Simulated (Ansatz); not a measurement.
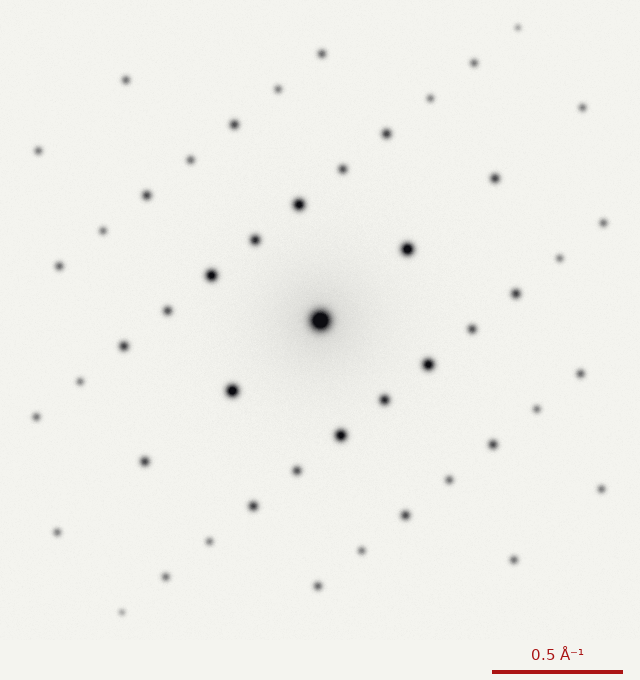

Simulated selected-area electron diffraction pattern (100 kV, kinematic approximation, thin crystal, B = 0.5 Å² for all atoms).

Candidate phases (model or computed cells):
A. Ti, space group P6_3/mmc (No. 194), a = 2.900 Å, c = 4.589 Å (hexagonal axes)
B. Ti, space group Im-3m (No. 229), a = 3.256 Å
C. Ti, space group Im-3m (No. 229), a = 3.281 Å
D. Ti, space group Fm-3m (No. 225), a = 4.11 Å

Question: Which candidate gives this pattern, and along which zone?

Answer: Candidate A (Ti), along [100] or an equivalent direction. The spots form a rectangular net whose two shortest vectors correspond to d = 4.59 Å and 2.51 Å, 90.0° apart. They index as 0 0 1 (itself extinct) and 0 1 0; no zone of the other candidates with indices up to 3 has this net. Some points of the net are extinct or too weak to see.
